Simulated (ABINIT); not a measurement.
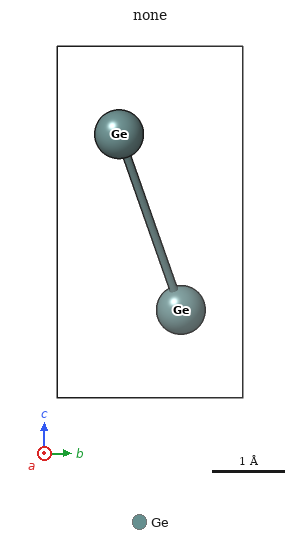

Solid Ge (set up in Cmcm), relaxed (cell and atoms) with several dispersion corrections. The picture shows the result with none. Style: ball-and-stick. Shown: the cell of the calculation, along the a axis.

Computed with ABINIT 10.8.3: PBE, JTH PAW PBE v2.0. Settings: plane-wave cutoff 598.7 eV; k-point mesh 6 × 6 × 4; occupations fermi-dirac; smearing width 0.05 eV; optimiser BFGS; force threshold 0.02 eV/Å; no spin polarisation.

| dispersion correction | volume (Å³/atom) | a (Å) | c (Å) |
| --- | --- | --- | --- |
| D3(BJ) | ? | ? | ? |
| none | 19.219 | 3.006 | 4.923 |
| D4 | 18.347 | 2.964 | 4.832 |
| D3 | 18.707 | 2.982 | 4.867 |

Question: Fill in the missing row.

Answer: With D3(BJ) the volume falls between D4 (18.347) and D3 (18.707). The calculation gives 18.349 Å³/atom (a = 2.964 Å, c = 4.833 Å). In order of volume: D4 ≈ D3(BJ) < D3 < none; the spread is 4.8 %.

Each member starts from this one structure; whether another phase lies lower wasn't checked.
